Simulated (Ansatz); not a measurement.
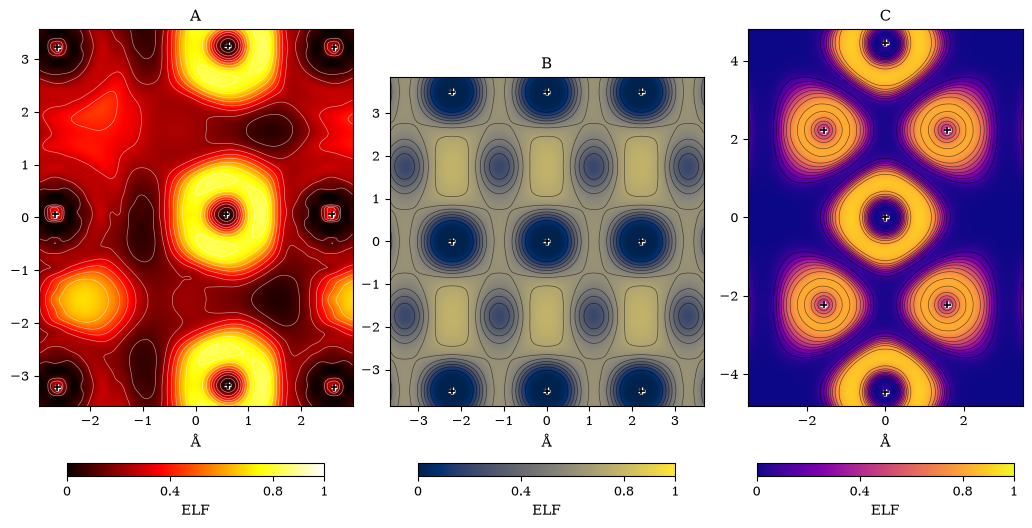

The electron localisation function of 3 systems, each on a plane through atoms (crosses mark nuclei in the plane).

Level of theory: DFT PBE, scalar-relativistic, plane waves, PAW in Ansatz 0.2.0.

System 1: Ga8N7 (cell with a defect), the (001) plane of the calculation cell. The program warned that a starting moment wasn't kept; spin-polarised.

```yaml
crystal:
  lattice:
    - [0.00000, 0.00000, -5.24303]
    - [3.21843, -5.57448, 0.00000]
    - [-6.43686, 0.00000, 0.00000]
  atoms:
    - { symbol: Ga, position: [0.98884, 0.16872, 0.33107] }
    - { symbol: Ga, position: [0.00452, 0.66731, 0.33402] }
    - { symbol: Ga, position: [0.00453, 0.16570, 0.83243] }
    - { symbol: Ga, position: [0.00189, 0.66696, 0.83278] }
    - { symbol: Ga, position: [0.51296, 0.32928, 0.17043] }
    - { symbol: Ga, position: [0.50533, 0.84024, 0.17292] }
    - { symbol: Ga, position: [0.50538, 0.32677, 0.65945] }
    - { symbol: Ga, position: [0.50264, 0.83240, 0.66729] }
    - { symbol: N, position: [0.62763, 0.66701, 0.33491] }
    - { symbol: N, position: [0.62765, 0.16479, 0.83270] }
    - { symbol: N, position: [0.62450, 0.66562, 0.83409] }
    - { symbol: N, position: [0.12966, 0.33317, 0.16657] }
    - { symbol: N, position: [0.12263, 0.83663, 0.16753] }
    - { symbol: N, position: [0.12267, 0.33220, 0.66312] }
    - { symbol: N, position: [0.12640, 0.83302, 0.66669] }
```

System 2: BaF2, the (110) plane of the conventional cell. Space group Fm-3m; changed on purpose from its base cell (volume × 1.03).

System 3: Be, the (100) plane of the conventional cell. Space group P6₃/mmc; changed on purpose from its base cell (volume × 0.94, shape and atoms relaxed); computed pressure about 8 GPa in this cell.

```
Be
1.0
     2.21463    0.00000    0.00000
    -1.10732    1.91793    0.00000
     0.00000    0.00000    3.49984
Be
2
Direct
  0.33333 0.66667 0.25000
  0.66667 0.33333 0.75000
```

### Match each panel to its system.

Panel A is system 1, Ga8N7: the plane holds Ga and N. Ga–N (2.01 Å): the ELF peaks at about 0.85 in the valence shell of N, 0.7 Å from its nucleus, and is about 0.45 at the midpoint. Panel B is system 3, Be: the plane holds Be. Be–Be (2.21 Å): the ELF peaks at about 0.60 between the atoms. Panel C is system 2, BaF2: the plane holds Ba and F. Ba–F (2.73 Å): the ELF is about 0.15 at the midpoint: an ionic contact with no shared pair.
